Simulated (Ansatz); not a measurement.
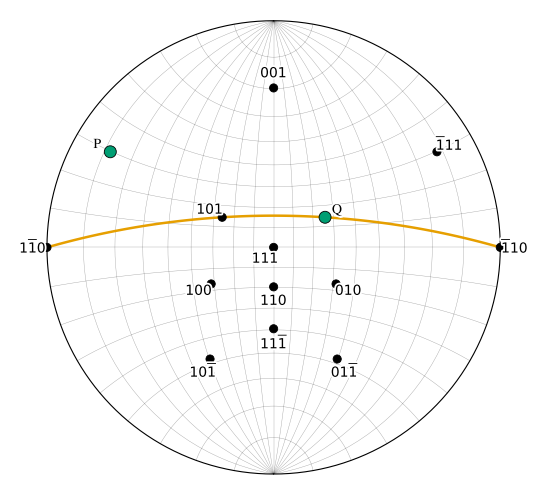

For SnO₂, the end point of a relaxation at fixed volume with Ansatz, DFT PBE+D3(BJ), scalar-relativistic, plane waves, PAW; the starting structure was generated, so it need not be a known form of this composition: stereographic projection of plane normals (upper hemisphere) centred on (1 1 1). Geometry calculated from the standardised cell; symmetry tolerance 0.002 Å.

a = 3.211 Å, b = 3.211 Å, c = 4.471 Å, α = 90.00°, β = 90.00°, γ = 120.00°.

Q: Index the poles marked P, Q.

A: P is (1 −1 1), in four indices (1 −1 0 1), 79.7° from the centre; Q is (0 1 1), in four indices (0 1 −1 1), 29.5° from the centre.

Q: Which zone does the coloured great circle trace?

A: The zone [1 1 −1]: its poles satisfy h + k − l = 0.

Q: What is the angle between the normals of (1 −1 0) and (−1 1 1), and what are their d_hkl = 1/|g|?

A: 148.1°; d = 2.781 Å and 2.361 Å.
